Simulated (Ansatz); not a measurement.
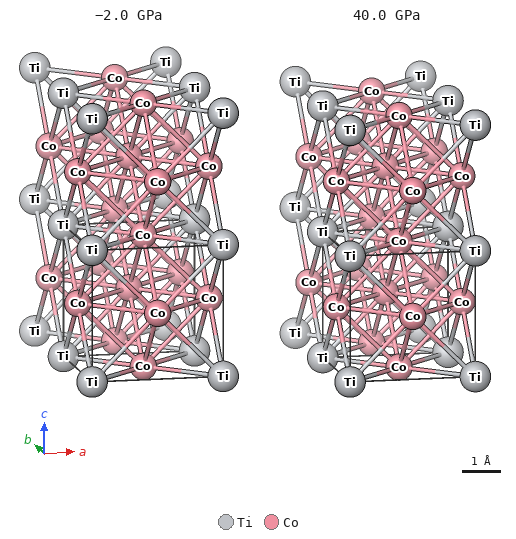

Crystalline TiCo₃ (set up in Pm-3m), relaxed (cell and atoms) at several target pressures. The picture shows the first and the last member. Style: ball-and-stick. Shown: the cell of the calculation, repeated 1 × 2 × 2 with one cell outlined, slightly off an axis.

Computed with Ansatz 0.2.0: DFT PBEsol, scalar-relativistic, plane waves, PAW. Settings: plane-wave cutoff 420 eV; k-point mesh 12 × 12 × 12; occupations gaussian; smearing width 0.1 eV; collinear spin; cell and atoms relaxed; force threshold 0.008 eV/Å.

| pressure (GPa) | volume (Å³/atom) | a (Å) |
| --- | --- | --- |
| −2.0 | 11.077 | 3.539 |
| 0.0 | 10.980 | 3.528 |
| 2.0 | ? | ? |
| 5.0 | 10.757 | 3.504 |
| 10.0 | 10.559 | 3.483 |
| 20.0 | 10.215 | 3.444 |
| 40.0 | 9.668 | 3.382 |

**One row is withheld. What does the calculation give there?**

Murnaghan's form V = V₀(1 + B′P/B₀)^(−1/B′), with V₀ = 10.980 Å³ from the row at zero pressure, fits the other rows with B₀ = 235 GPa and B′ = 4.40 (largest miss 0.002 Å³). At 2.0 GPa it gives 10.980 × (1 + 4.40 × 2.0/235)^(−1/4.40) = 10.889 Å³ per atom. The calculation gives 10.887 Å³/atom (a = 3.518 Å). The estimate is 0.002 Å³/atom too high. From the first member to the last: Co–Ti 2.502 → 2.391 Å, Co–Co 2.502 → 2.391 Å.

The whole series:

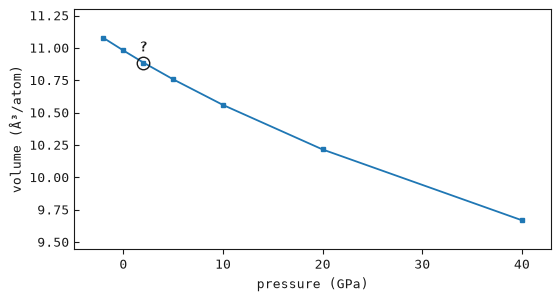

The cells carry a magnetic moment (0.8 to 0.0 μB per cell in all, first to last member); only the order that this cell allows was tried.
